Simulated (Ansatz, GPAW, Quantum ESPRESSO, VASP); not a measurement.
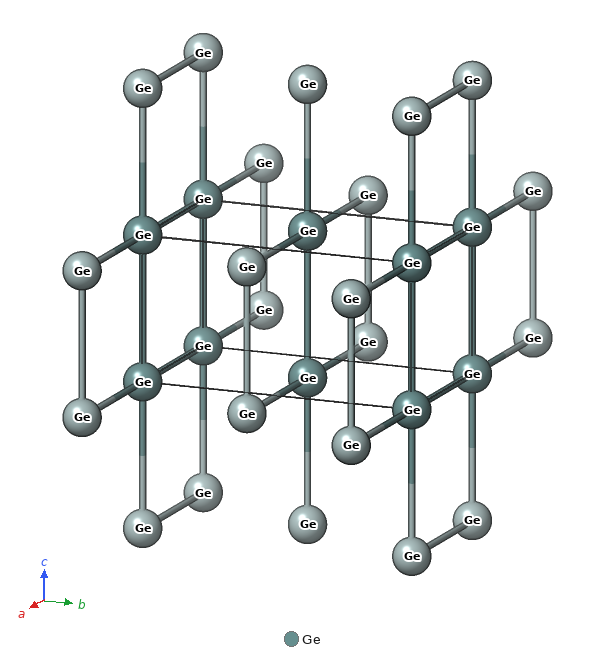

Ge, space group Cmmm (No. 65), a = 2.794 Å, b = 5.201 Å, c = 2.698 Å, α = 90.00°, β = 90.00°, γ = 90.00° (19.61 Å³/atom). The image is a ball-and-stick drawing of a crystal, viewed slightly off an axis. The conventional unit cell is outlined; an atom on or near a face, edge or corner is repeated at each equivalent position. Atoms just outside the outline that bond to atoms inside are added, in fainter colours. The cell is a structure listed in the Materials Project. This isn't the form of Ge at room conditions, which is diamond.

The cell was scaled uniformly, at fixed shape and fractional positions, in five programs or potential sets. Alike in all runs: functional PBE; k mesh 11 × 11 × 10 on the run's cell of 1 atom; occupations fermi-dirac, width 0.05 eV; no spin polarisation; no spin-orbit coupling.

Energies from Ansatz (Ansatz PAW soft_1):

| volume (Å³/atom) | E − E(lowest point) (meV/atom) |
| --- | --- |
| 18.431 | 11.37 |
| 18.823 | 3.85 |
| 19.215 | 0.20 |
| 19.607 | 0.00 |
| 19.999 | 2.90 |
| 20.391 | 8.57 |
| 20.783 | 16.72 |

### Fit a third-order Birch-Murnaghan equation of state to these points.

V0 = 19.43 Å³/atom, B0 = 65.7 GPa and B0′ = 4.5. V0 lies 0.9 % below the volume of the cell as given.

The same fit in all programs:

| program | V0 (Å³/atom) | B0 (GPa) | B0′ |
| --- | --- | --- | --- |
| Ansatz (Ansatz PAW soft_1) | 19.43 | 65.7 | 4.5 |
| GPAW (PAW data 1.2.1) | 19.38 | 67.1 | 4.6 |
| Ansatz LAPW (all-electron) | 19.44 | 65.7 | 4.5 |
| Quantum ESPRESSO (SSSP 1.3 efficiency) | 19.42 | 65.8 | 4.5 |
| VASP (PBE potentials, release 64 Ge_d) | ? | ? | ? |

### Estimate the row of VASP (PBE potentials, release 64 Ge_d).

V0 = 19.45 Å³/atom, B0 = 65.7 GPa and B0′ = 4.4. The other rows span 19.38 to 19.44 Å³/atom and 65.7 to 67.1 GPa.

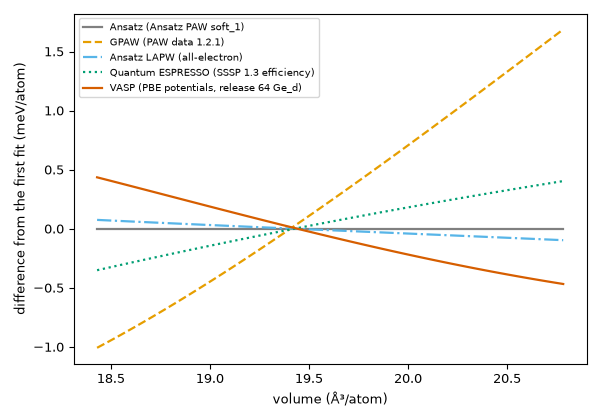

Each fitted curve, counted from its own minimum, less that of Ansatz (Ansatz PAW soft_1). With one functional throughout, the spread comes from potentials, basis sets and numerical settings; B0′ is uncertain by a few tenths over so narrow a range.

Caveat: the cell was scaled at fixed shape and fractional positions, which overstates the stiffness of a crystal with free parameters, most of all of layers and chains.
